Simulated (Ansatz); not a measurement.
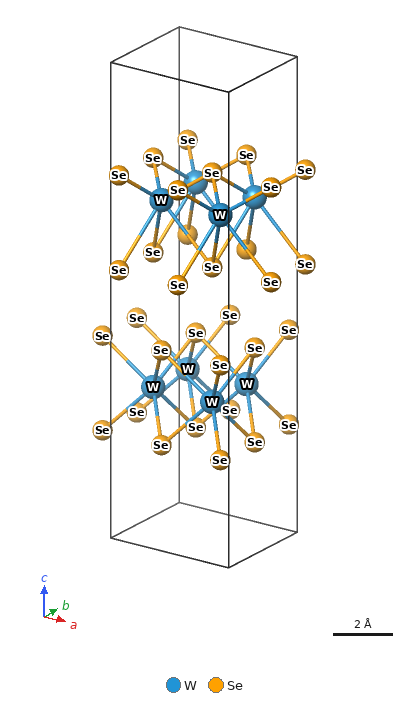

Fig. 1: The structure (ball-and-stick view of the 2 × 2 repeat of the cell, with the vacuum cut short, seen slightly off an axis; bonded neighbours outside the cell are drawn too). Near neighbours in the crystal (not all of them lie inside the picture): W has 6 Se at 2.18 to 2.91 Å; Se has 3 W at 2.18 to 2.91 Å.

# Single-point calculation, with input and output: WSe$_{2}$

- system: WSe$_{2}$ (6 atoms in the cell)
- method: DFT LDA, scalar-relativistic, plane waves, PAW, PAW set soft_1, no spin polarisation (Ansatz 0.2.0)

The structure derives from a Materials Project entry. Figures and captions count atoms from 1; the log counts them from 0 in places.

### Log
```
Warning: [file] the record states the generating functional pbe (its physics header spells it `PBE`), which answers neither for hamiltonian.xc's functional nor for the lda family's — results may be inconsistent (PPs are generated against a specific XC)
Warning: [file] the record states the generating functional pbe (its physics header spells it `PBE`), which answers neither for hamiltonian.xc's functional nor for the lda family's — results may be inconsistent (PPs are generated against a specific XC)
Engine: ansatz 0.2.0, aarch64-unknown-linux-gnu
Pseudopotentials: kind: paw
Pseudopotential: W, paw, valence charge 14, recommended cutoff 420 eV (normal), [file]
Pseudopotential: Se, paw, valence charge 16, recommended cutoff 420 eV (normal), [file]
Functional definition: SPW92
  exchange = slater_x
  correlation = pw_c
Crystal: 6 atoms, lattice volume = 215.952 Å³
Basis set: ecut = 420 eV, 4279 PW (Γ)
Bands: 56, of which v1, the nominal top of the filled ones, is band 46 counted from 1 (45 counted from 0)
Symmetry: 6 space group operations
Space group: P3m1 (ITA 156), of the structure as read, at distance tolerance 6.0e-5 Å
k-points: 24 of 162 (time reversal used)
Non-local potential: W, projectors of the file, l = 0: 3, l = 1: 2, l = 2: 2, l = 3: 1
Non-local potential: Se, projectors of the file, l = 0: 2, l = 1: 2, l = 2: 3, l = 3: 1
PAW form: soft (Blöchl's): semilocal exchange-correlation on the pseudo side does not see the compensation charge
PAW frozen core: W, regenerated for the run's functional, and the local potential with it (the file was generated under x = pbe(κ = 0.804, μ = 0.2195149727645171), c = pbe(β = 0.06672455060314922))
PAW frozen core: Se, regenerated for the run's functional, and the local potential with it (the file was generated under x = pbe(κ = 0.804, μ = 0.2195149727645171), c = pbe(β = 0.06672455060314922))
PAW one-centre angular grid: W, 590 points (default); XC on 64 Gauss nodes
PAW one-centre angular grid: Se, 590 points (default); XC on 64 Gauss nodes
Initial density: superposition of atomic densities (neutral atoms: chi_scale 0, normalization atom)
Initial wavefunctions: pseudopotential atomic-orbital guess
Functional: x = slater, c = lda
SCF iter   1: F=—  HF=-41794.958999 eV  |F-HF|=—  |Δ(HF+E_count)|=         —  Δρ=2.78e-2  dr2=4.65e0  ethr=3.10e-3  ⟨swp⟩=8.8  Hψ=5594  notcnv=0  defer=5
preconditioner: auto → LDOS  [insulator: Δε(μ)=0.380 eV  Ē_g=9.249 eV  σ=0.050 eV  W_gap=0.58  n_scr=46 (ndim 8)  ℏωp=15.2 eV  f_vac=0.451  D(μ)=3.27/eV (n_scr^D=12)  ε∞_Penn≈3.7  β→1.0]
SCF iter   2: F=—  HF=-41795.692604 eV  |F-HF|=—  |Δ(HF+E_count)|=   7.34e-1  Δρ=3.19e-2  dr2=1.86e1  ethr=3.10e-3  ⟨swp⟩=4.0  Hψ=2991  notcnv=0  defer=90  recentre
SCF iter   3: F=—  HF=-41794.038202 eV  |F-HF|=—  |Δ(HF+E_count)|=    1.65e0  Δρ=1.05e-2  dr2=7.00e-1  ethr=3.10e-3  ⟨swp⟩=3.9  Hψ=2519  notcnv=0  defer=82
SCF iter   4: F=—  HF=-41793.982379 eV  |F-HF|=—  |Δ(HF+E_count)|=   5.58e-2  Δρ=6.12e-3  dr2=6.61e-1  ethr=7.61e-4  ⟨swp⟩=3.2  Hψ=1984  notcnv=0  defer=90
SCF iter   5: F=—  HF=-41793.919457 eV  |F-HF|=—  |Δ(HF+E_count)|=   6.29e-2  Δρ=2.79e-3  dr2=1.53e-1  ethr=7.19e-4  ⟨swp⟩=3.5  Hψ=1837  notcnv=0  defer=90
SCF iter   6: F=—  HF=-41793.904073 eV  |F-HF|=—  |Δ(HF+E_count)|=   1.54e-2  Δρ=1.09e-3  dr2=1.46e-2  ethr=1.67e-4  ⟨swp⟩=2.3  Hψ=1785  notcnv=0  defer=81
SCF iter   7: F=—  HF=-41793.902591 eV  |F-HF|=—  |Δ(HF+E_count)|=   1.48e-3  Δρ=5.88e-4  dr2=4.81e-3  ethr=1.59e-5  ⟨swp⟩=2.0  Hψ=1677  notcnv=0  defer=81
SCF iter   8: F=—  HF=-41793.902207 eV  |F-HF|=—  |Δ(HF+E_count)|=   3.84e-4  Δρ=3.44e-4  dr2=1.24e-3  ethr=5.23e-6  ⟨swp⟩=1.9  Hψ=1471  notcnv=0  defer=81
SCF iter   9: F=—  HF=-41793.902086 eV  |F-HF|=—  |Δ(HF+E_count)|=   1.21e-4  Δρ=2.34e-4  dr2=3.76e-4  ethr=1.34e-6  ⟨swp⟩=2.0  Hψ=1457  notcnv=0  defer=81
SCF iter  10: F=—  HF=-41793.902047 eV  |F-HF|=—  |Δ(HF+E_count)|=   3.92e-5  Δρ=1.19e-4  dr2=6.17e-5  ethr=4.09e-7  ⟨swp⟩=2.0  Hψ=1580  notcnv=0  defer=81
SCF iter  11: F=—  HF=-41793.901965 eV  |F-HF|=—  |Δ(HF+E_count)|=   8.19e-5  Δρ=5.64e-5  dr2=1.53e-5  ethr=6.70e-8  ⟨swp⟩=2.0  Hψ=2030  notcnv=0  defer=81
SCF iter  12: F=—  HF=-41793.901966 eV  |F-HF|=—  |Δ(HF+E_count)|=   1.55e-6  Δρ=1.84e-5  dr2=2.29e-6  ethr=1.66e-8  ⟨swp⟩=2.0  Hψ=1614  notcnv=0  defer=81
SCF iter  13: F=—  HF=-41793.901966 eV  |F-HF|=—  |Δ(HF+E_count)|=   6.06e-8  Δρ=6.50e-6  dr2=3.92e-7  ethr=2.49e-9  ⟨swp⟩=2.0  Hψ=1595  notcnv=0  defer=81
SCF iter  14: F=—  HF=-41793.901966 eV  |F-HF|=—  |Δ(HF+E_count)|=   2.18e-8  Δρ=3.99e-6  dr2=4.27e-7  ethr=4.26e-10  ⟨swp⟩=2.1  Hψ=1650  notcnv=0  defer=81
SCF iter  15: F=-41793.901966 eV  HF=-41793.901966 eV  |F-HF|=3.04e-8  |Δ(HF+E_count)|=   4.65e-8  Δρ=2.13e-6  dr2=4.56e-8  ethr=1.09e-10  ⟨swp⟩=17.3  Hψ=10871  notcnv=0
SCF 1 converged in 15 iterations: F = -41793.901966 eV  dr2 = 4.56e-8
  greatest PAW one-centre occupation: 1.000 electrons in one spin orbital (limit 2), on the Se atom at site 2 (counted from 0), in its partial waves of l = 2
```

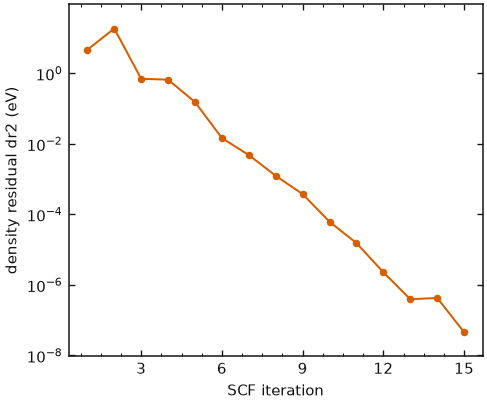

Fig. 2: Convergence of the self-consistent field: density residual dr2 against the SCF iteration. The residual comes down, with one marked jump up, by a factor of about 4, at step 2.

```
WARN: The output density's exchange-correlation potential varies sharply where the density is thin. Do not read a vacuum level from v_tot or v_xc, or from such a field of the output density. On a cell that repeats whose density bears no net charge and no dipole along the vacuum's axis use v_es (v_loc + v_h of the components); under efield.dipole_correction with no amplitude use v_es + v_field, which holds any external_charges[].barrier, or the levels of the report's work_function block, which leave it out; under a non-zero efield.amplitude the vacuum is tilted and has no level; on a cell that repeats and bears such a dipole with no correction it is tilted too, and efield.dipole_correction with no amplitude gives each side of its ramp a level where efield: is served; in a cell that repeats whose density bears a net charge (total_charge, or a fill off its count) it is curved and has none; of a slab under crystal.periodic whose density bears no net charge use v_es, which has a level on each side, short of where the two are joined; of another it falls or rises all the way out and has none; of a slab beside external_charges read slab_vacuum_level instead, which it has where they leave it neutral. The grid or the basis barely resolves most such structure, and the values can differ between equally converged runs; as a rule a tighter scf.convergence.dr2_threshold does not remove it. Where the density itself ripples (under the LDA too) a higher basis.ecutwfc lessens it. The files hold the spikes' plane waves up to the density's cutoff. Files: v_tot_of_output_density and the like, and their columns of v_z.tsv (output.write_potential); v_xc_of_output_density and the like, and their columns of v_comp_z.tsv (output.write_potential_components). Measured: with its Gaussian average of σ = 0.25 Å subtracted twice, the exchange-correlation potential is over 0.1 eV at 41 of the grid points where the equally averaged density (valence and model cores) is under 1e-3 e/Å³, and 0.192 eV at the most among them, at an averaged density of 2.4e-5 e/Å³. The input density's (outcome.potential() and, of a run that writes arrays, v_tot and v_xc) is over 0.1 eV, so measured, at 42 points of its own thin density, 0.188 eV at the most. See output.write_potential in the manual, Limitations
SCF converged after 15 iterations
Free energy (F): -41793.901966 eV
Harris-Foulkes:  -41793.901966 eV  (|F-HF|=3.04e-8)
Internal energy: -41793.895514 eV  (E = F + TS)
E sigma→0 (E₀):  -41793.898740 eV
Entropy (-TS):   -0.006452 eV (-1.075 meV/atom)
Fermi energy:    5.446201 eV
--- Per-component energies (eV) ---
  E_band       = -2443.368641
  E_kinetic    = 1308.068376
  E_local      = -86276.739246  (includes V_loc(G=0)·N_el)
  E_nonlocal   = -1439.006463
  E_hartree    = 42954.653597
  E_xc         = -876.708249
  E_vxc        = -832.851091  (∫ρ·V_xc dr)
  E_paw        = -24833.054092  (= ΣΔE_a)
  E_vpaw       = -1112.137669  (= ΣTr[D̂ρ^β])
  E_aug_tail   = -0.001220  (compensation charges beyond the density's cutoff)
  E_ewald      = 27359.455845
  E_core_change = 9.435938  (= ΣΔE_core)
  E_smearing   = -0.006452  (= −TS)
  E_closure    = 0.000000  (closes the sum)
  Σ components = -41793.901966   (vs F -41793.901966, Δ=0.00e0)
--- Forces (eV/Å), atoms counted from 1 ---
  atom   1  W      0.00000000    -0.00000000   -12.16442399
  atom   2  W      0.00000000     0.00000000     0.00748491
  atom   3  Se    -0.00000000     0.00000000     9.40279549
  atom   4  Se     0.00000000    -0.00000000     0.01808354
  atom   5  Se     0.00000000     0.00000000     2.74773485
  atom   6  Se     0.00000000    -0.00000000    -0.01176679
  max |Σ_I F_I| component: 9.20e-5 eV/Å
--- Stress (GPa, compression-positive) ---
        8.615831      -0.000000       0.000000
       -0.000000       8.615831      -0.000000
        0.000000      -0.000000       3.184864
  P = ⅓ Tr σ = 6.8055 GPa (68.055 kbar)
--- Band table (eV; the first three rows and the last of 24) ---
  k-point 0: bands = ["-69.2727", "-69.2043", "-43.9977", "-43.9977", "-43.9413", "-43.9413", "-43.9411", "-43.1201", "-43.1201", "-43.1060", "-43.1060", "-43.1052", "-43.0083", "-43.0083", "-42.9926", "-42.9926", "-42.9838", "-42.9838", "-42.9734", "-42.9605", "-42.9605", "-42.9473", "-33.7042", "-33.5546", "-33.5546", "-33.4895", "-33.3086", "-33.3086", "-11.3463", "-10.3785", "-9.1834", "-8.8420", "-2.3851", "-1.7603", "-0.2326", "-0.2326", "0.9460", "2.3009", "2.3009", "2.8223", "3.4865", "3.4865", "3.8830", "3.8830", "4.3685", "6.0688", "6.7321", "6.7321", "7.7750", "7.7750", "7.9726", "7.9726", "8.6848", "9.2341", "9.4148", "9.8065"]
  k-point 1: bands = ["-69.2727", "-69.2043", "-43.9977", "-43.9977", "-43.9413", "-43.9413", "-43.9411", "-43.1201", "-43.1201", "-43.1060", "-43.1060", "-43.1052", "-43.0083", "-43.0083", "-42.9926", "-42.9926", "-42.9838", "-42.9838", "-42.9734", "-42.9605", "-42.9605", "-42.9473", "-33.7042", "-33.5546", "-33.5546", "-33.4895", "-33.3086", "-33.3086", "-11.3464", "-10.3785", "-9.1834", "-8.8420", "-2.3851", "-1.7603", "-0.2326", "-0.2326", "0.9460", "2.3009", "2.3009", "2.8222", "3.4865", "3.4865", "3.8830", "3.8830", "4.3684", "6.0688", "6.7321", "6.7321", "7.7750", "7.7750", "7.9726", "7.9726", "8.6991", "9.1339", "9.5419", "9.8065"]
  k-point 2: bands = ["-69.2711", "-69.2029", "-43.9970", "-43.9963", "-43.9416", "-43.9411", "-43.9404", "-43.1201", "-43.1196", "-43.1062", "-43.1061", "-43.1049", "-43.0083", "-43.0077", "-42.9926", "-42.9920", "-42.9840", "-42.9838", "-42.9731", "-42.9608", "-42.9606", "-42.9470", "-33.7014", "-33.5931", "-33.5640", "-33.4828", "-33.3411", "-33.3161", "-11.1701", "-10.1836", "-9.0674", "-8.7274", "-2.1664", "-1.5195", "-0.6579", "-0.1186", "1.0348", "1.7525", "2.3683", "2.4927", "3.1712", "3.5383", "3.6388", "3.7808", "4.2541", "5.6289", "6.2327", "6.5868", "7.2629", "7.4100", "7.7287", "8.0957", "8.7107", "9.5119", "9.7181", "9.9130"]
  k-point 23: bands = ["-69.2571", "-69.1904", "-43.9932", "-43.9829", "-43.9419", "-43.9399", "-43.9350", "-43.1175", "-43.1174", "-43.1072", "-43.1072", "-43.1025", "-43.0059", "-43.0050", "-42.9901", "-42.9892", "-42.9856", "-42.9848", "-42.9707", "-42.9624", "-42.9618", "-42.9445", "-33.8596", "-33.7593", "-33.6207", "-33.5133", "-33.4825", "-33.4246", "-9.5681", "-7.9072", "-7.8413", "-7.1403", "-2.1213", "-0.9729", "-0.9329", "-0.7707", "0.1294", "0.1410", "0.7229", "0.7538", "1.2409", "1.3555", "2.3241", "2.6917", "3.3318", "4.6539", "5.0389", "6.3984", "6.5985", "7.2578", "7.8384", "8.2620", "9.6260", "9.9560", "10.4460", "10.7325"]
```

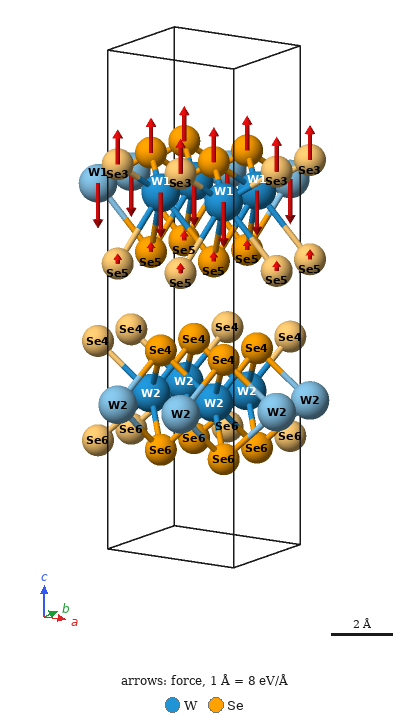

Fig. 3: Forces on the atoms as red arrows (ball-and-stick view of the 2 × 2 repeat of the cell, with the vacuum cut short, seen slightly off an axis; neighbours outside the cell are drawn fainter; atoms are numbered from 1 in the order of the input); the smallest are left out. The largest act on W1 (12.16 eV/Å); Se3 (9.40 eV/Å). The geometry is not a stationary point of this energy.

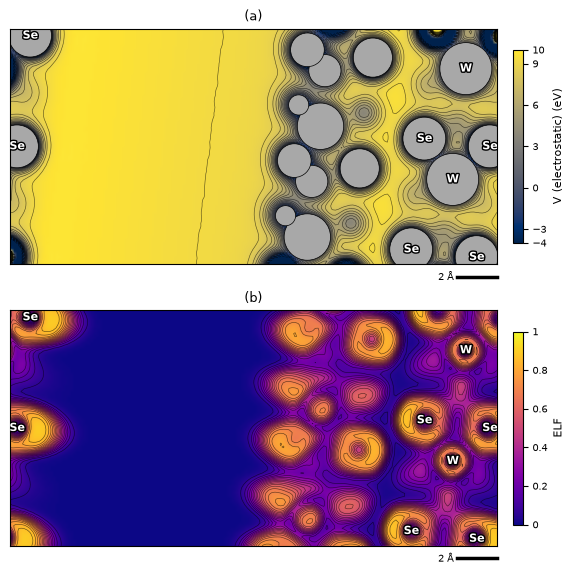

Fig. 4: (a) electrostatic potential (local pseudopotential plus Hartree) felt by an electron; (b) ELF on the (111) plane of the conventional cell. Grey discs, where drawn, cover atomic cores. W–Se (2.51 Å): the ELF is about 0.50 at the midpoint. The strong features right at W lie inside the PAW spheres (semicore, d or f shells) and say nothing about bonding. Outside the cores the potential energy rises away from the atoms and is highest about 2.7 Å from the nearest atoms; outside the discs it spans about 13 eV, and its zero is arbitrary. The fields are those of the smooth PAW valence density.

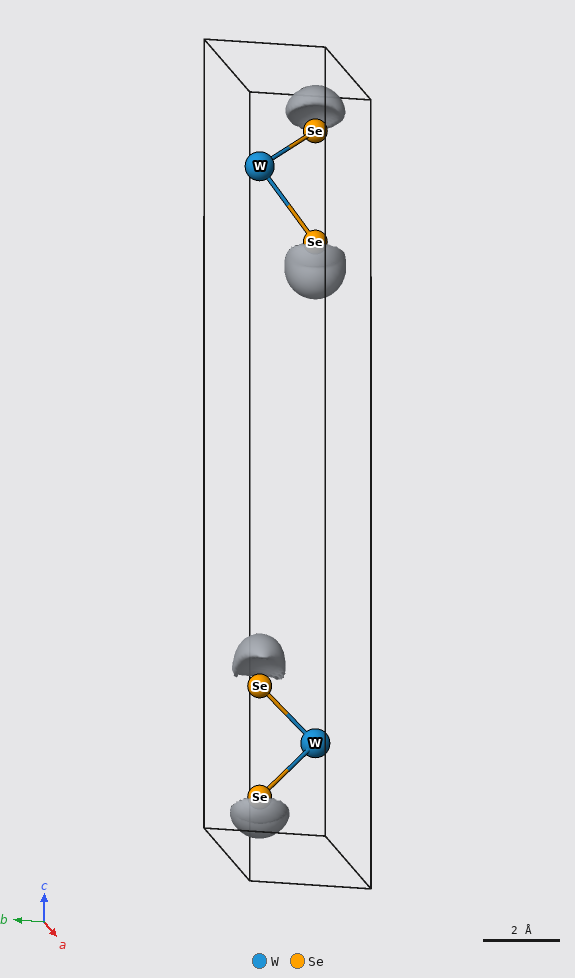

Fig. 5: Isosurface of the electron localisation function at 0.8 (grey), seen at an oblique angle. Only the valence region is drawn (cores and ρ < 0.01 e/Å³ removed). Sticks mark near contacts. The outline is the cell set on symmetry axes. Along the contacts the grid gives the following. W–Se (2.18 Å): the ELF is about 0.45 at the midpoint. W–Se (2.51 Å): the ELF is about 0.50 at the midpoint.

This output came from the following input.

### The input
```yaml
crystal:
  lattice:
    - [3.2486079436, 0.0, 0.0]
    - [-1.6243039718, 2.8133770061, 0.0]
    - [0.0, 0.0, 23.6283233151]
  atoms:
    - { symbol: W, position: [0.6666666667, 0.3333333333, 0.1588834826] }
    - { symbol: W, position: [0.3333333333, 0.6666666667, 0.8645333292] }
    - { symbol: Se, position: [0.3333333333, 0.6666666667, 0.2058884835] }
    - { symbol: Se, position: [0.6666666667, 0.3333333333, 0.935110139] }
    - { symbol: Se, position: [0.3333333333, 0.6666666667, 0.064889861] }
    - { symbol: Se, position: [0.6666666667, 0.3333333333, 0.7941115165] }
basis:
  ecutwfc: 420
kpoints:
  mp_grid: { grid: [9, 9, 2] }
hamiltonian:
  xc: lda
  pseudopotentials: { kind: paw, azcp: { folder: soft_1 } }
scf:
  occupations: { method: gaussian, width: 0.05 }
output:
  forces: true
  stress: true
  eigenvalues: true
  write_density: true
  write_potential: true
  elf: true
  volumetric_format: npy
```

Launch command:
```bash
ansatz run input.yaml --threads 2 --pin off --max-ram 4096MiB --backend cpu --events-out ev --progress --plain --runs-dir out
```

### Results in brief

- outcome: converged
- space group (tolerance 0.01 Å): P3m1 (156)
- electrons treated: 92
- free energy: −41793.9020 eV
- Fermi energy: 5.446 eV
- gap on the k-point mesh: none (metallic)
- pressure: 6.81 GPa
- largest force (length of the vector): 12.164 eV/Å
- hardware: 2 threads of Arm Neoverse N1, 98 GiB of memory available, shared host
- wall time: 42 s (CPU time 82 s)
- peak memory: 0.55 GiB

The program warns: the PAW datasets were made with another functional; the exchange-correlation potential is rough where the density is thin. Spin–orbit coupling is left out, which matters for W.
